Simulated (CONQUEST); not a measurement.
**Energy of CdS along an even scaling of the cell**

System: CdS (8 atoms in the cell).
Method: Kohn-Sham DFT of a periodic cell, PBE, PseudoDojo NC PBE, no spin polarisation (CONQUEST 1.3).

The 7 runs differ only in the geometry, by an even scaling of the cell at fixed fractional positions. The structure derives from an entry of the Crystallography Open Database.

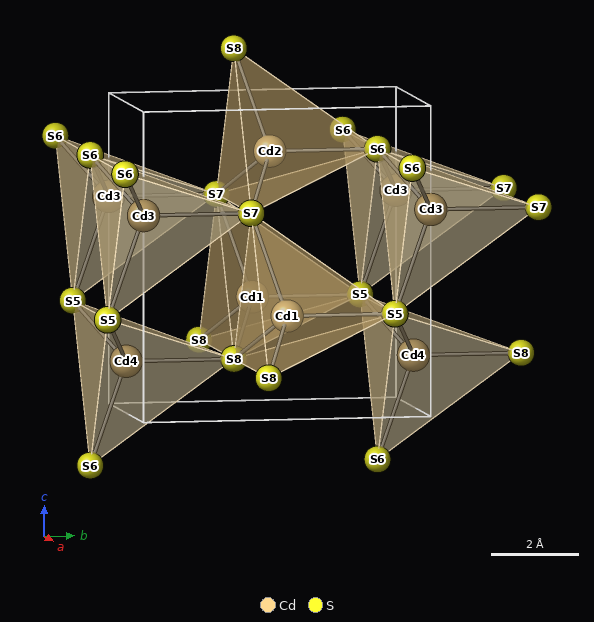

Figure 1. The structure of run 4 (polyhedral view of the cell of the calculation, seen slightly off an axis; polyhedra are completed across the faces of the cell; atoms are numbered from 1 in the order of the input).

## Input of run 4
```
IO.Title CdS
IO.Coordinates coords.dat
IO.FractionalAtomicCoords T
IO.Iprint 2
IO.Iprint_init 1
General.NumberOfSpecies 2
General.PseudopotentialType hamann
AtomMove.TypeOfRun static
AtomMove.FullStress T
Grid.PointsAlongX 40
Grid.PointsAlongY 64
Grid.PointsAlongZ 72
DM.SolutionMethod diagon
Diag.MPMesh T
Diag.GammaCentred T
Diag.MPMeshX 7
Diag.MPMeshY 4
Diag.MPMeshZ 4
Diag.kT 0.00183747
minE.SCTolerance 1e-6
SC.MaxIters 100
IO.AtomChargeOutput T
%block ChemicalSpeciesLabel
1 112.410 Cd
2 32.070 S
%endblock
```

Command:
```bash
OMP_NUM_THREADS=1 Conquest
```

Lattice vectors (Å) and fractional positions of run 4:
```
   4.150000    0.000000    0.000000
   0.000000    6.737000    0.000000
   0.000000    0.000000    7.188011
Cd  0.000000  0.500000  0.333333
Cd  0.500000  0.500000  0.833333
Cd  0.000000  0.000000  0.666667
Cd  0.500000  0.000000  0.166667
S   0.000000  0.875000  0.333333
S   0.500000  0.875000  0.833333
S   0.000000  0.375000  0.666667
S   0.500000  0.375000  0.166667
```

Run 5 has the same physical settings and fractional positions; its lattice vectors (Å) are:
```
   4.177484    0.000000    0.000000
   0.000000    6.781617    0.000000
   0.000000    0.000000    7.235615
```

## Results, with one run withheld

```csv
run,volume per atom (Å³),"free energy per atom, from the lowest run given (meV)",pressure (GPa),gap on the mesh (eV)
1,23.614,67.16,8.32,1.36
2,24.116,44.00,6.45,1.28
3,24.618,26.39,4.80,1.21
4,25.121,13.63,3.36,1.13
5,25.623,?,?,?
6,26.126,0.82,0.86,0.99
7,26.628,0.00,−0.33,0.92
```

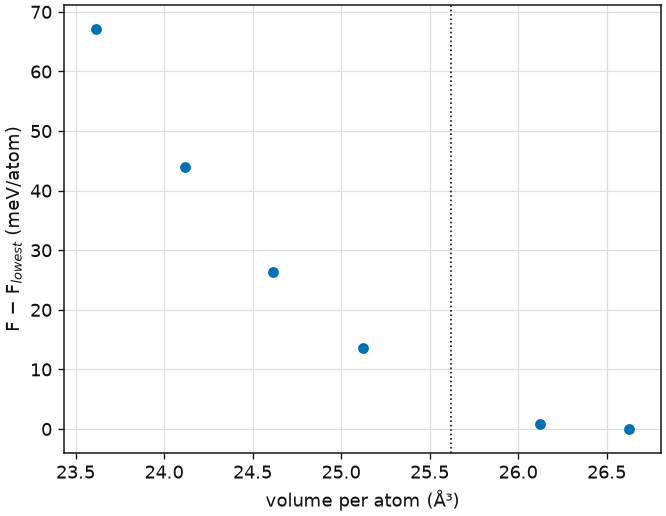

Figure 2. Free energy per atom of the runs given; the dotted line marks run 5.

Fit the runs given and predict run 5.

A cubic polynomial in V^(−2/3) (the Birch–Murnaghan form), fitted to the 6 runs given, misses them by at most 0.03 meV per atom. With x = V^(−2/3) − 0.11696 Å⁻², it reads F = 16.253 + 7367.8 x + 8.4011e+05 x² + 2.4081e+06 x³ (meV per atom). At run 5 it gives 5.26 meV per atom, and the run itself gives 5.28. The slope of the fit gives a pressure −dF/dV of 2.01 GPa there, and the run prints 2.01 GPa. The fit has its minimum at 26.505 Å³ per atom, where V d²F/dV² gives 54.9 GPa. Cell shape and fractional positions are held, so this is the stiffness under even scaling; the relaxed bulk modulus wasn't computed. The gap on the mesh goes, without turning, from 1.36 eV in run 1 to 0.92 eV in run 7; run 5 has 1.06 eV. These are gaps of this functional on this mesh, which can miss the band edges; they aren't the measured gap.

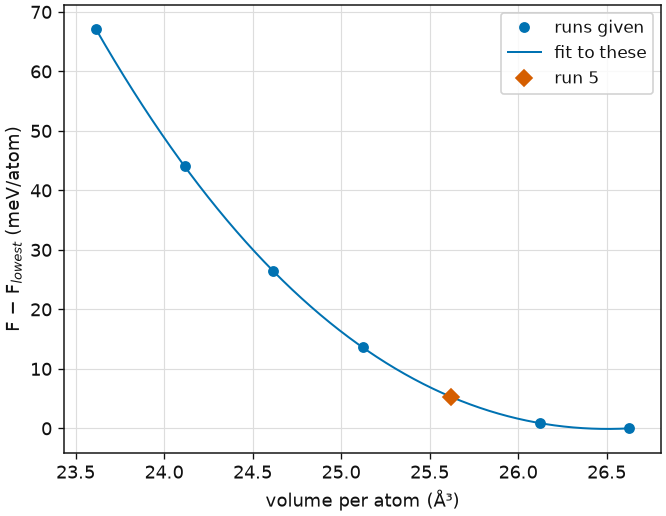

Figure 3. The fit and the withheld run.

## Some lines of the output (run 5)
```
[...]
      Using Fermi-Dirac smearing
          DFT Total Energy                 :      -745.295312947106595 Ha
          Free Energy (E-TS)               :      -745.431141721794006 Ha
          DFT Total Energy                 :      -745.428099093683386 Ha
          DFT Total Energy                 :      -745.429234216530745 Ha
          DFT Total Energy                 :      -745.429259641866338 Ha
          DFT Total Energy                 :      -745.429260048186961 Ha
          DFT Total Energy                 :      -745.429260044348894 Ha
          DFT Total Energy                 :      -745.429260070045530 Ha
      |* DFT total energy        =      -745.429260070045530 Ha
    force: Average pressure:      2.00800318 GPa
```

Notes: Points of doubt noted for this run: small atomic basis. With a small basis of atomic orbitals these values can differ much from converged plane-wave results.
